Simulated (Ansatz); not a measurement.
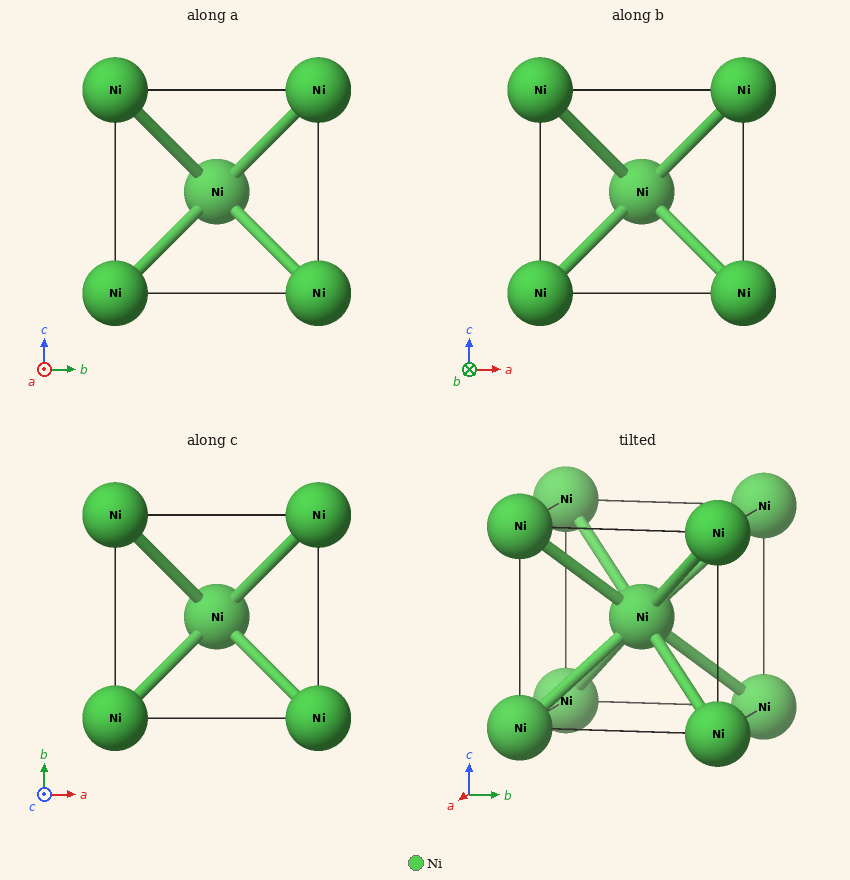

Drawn in the ball-and-stick manner and seen along the a axis, along the b axis, along the c axis and slightly off an axis. The lines enclose the conventional unit cell; boundary atoms appear with their images.

Lattice parameters: a = 2.857 Å, b = 2.857 Å, c = 2.857 Å, α = 90.00°, β = 90.00°, γ = 90.00°. Put a along x and b in the xy plane.

> Write the structure as a POSCAR file.

```
Ni
1.0
     2.857    0.000    0.000
     0.000    2.857    0.000
     0.000    0.000    2.857
Ni
2
Direct
  0.0000 0.0000 0.0000
  0.5000 0.5000 0.5000
```

Starting structure: a structure type filled with this element by a generator (whether the element takes this form wasn't checked). Earlier steps of the study may have refined or changed the cell and positions. A calculation with Ansatz used it as input.

At this level of theory the cell isn't at rest (stretched, at -5 GPa), so its distances can differ from those at equilibrium, the more so the softer the solid.
